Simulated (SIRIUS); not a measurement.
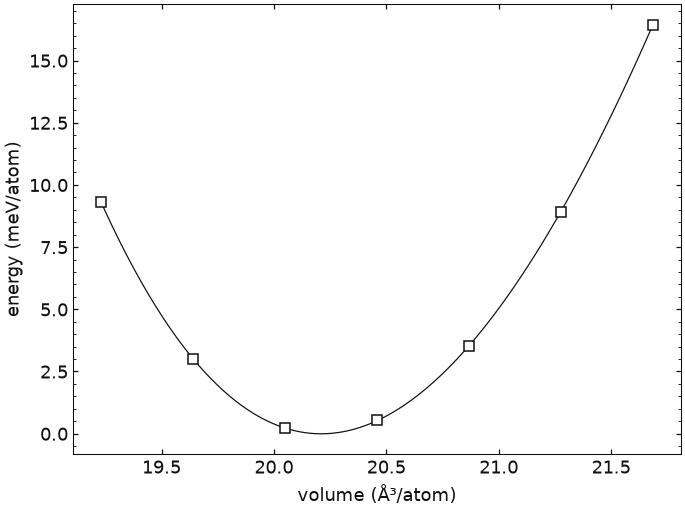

The figure shows the energy against volume for AgCl, space group Fm-3m (No. 225).

Cell as given: a = 3.868 Å, b = 3.868 Å, c = 3.868 Å, α = 60.00°, β = 60.00°, γ = 60.00°; 2 atoms.

Computed with SIRIUS 7.10.0: plane-wave DFT, no spin polarisation; energies at scaled volumes of the given cell, shape and fractions fixed, counted from the fit's minimum, third-order Birch-Murnaghan fit. Level: PBEsol.

```json
{"setting": "k mesh", "value": "8×8×8"}
{"setting": "occupations", "value": "Fermi–Dirac"}
{"setting": "smearing width", "value": "0.05 eV"}
{"setting": "potentials", "value": "dojo sr pbesol 0.4.1 standard"}
{"setting": "wave cutoff", "value": "1127 eV"}
{"setting": "density cutoff", "value": "4507 eV"}
```

This calculation gives: equilibrium volume 20.21 Å³/atom and bulk modulus 56.7 GPa.

Now Ag is replaced by Na on all its sites, which gives NaCl in the same structure. The second calculation uses wave cutoff 1202.199 eV. Predict the effect.

The equilibrium volume rises from 20.21 to 22.00 Å³/atom (+8.9 %) and the bulk modulus falls from 56.7 to 25.8 GPa (−54 %).

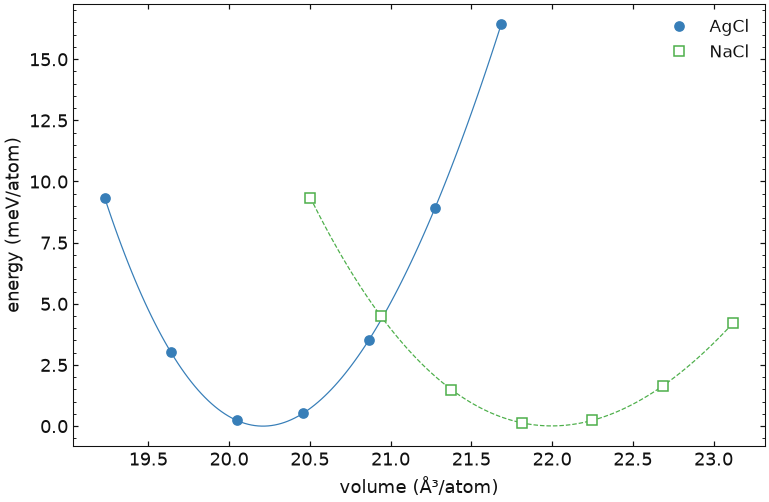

The two results together.

V0 and the bulk modulus come from third-order Birch–Murnaghan fits.
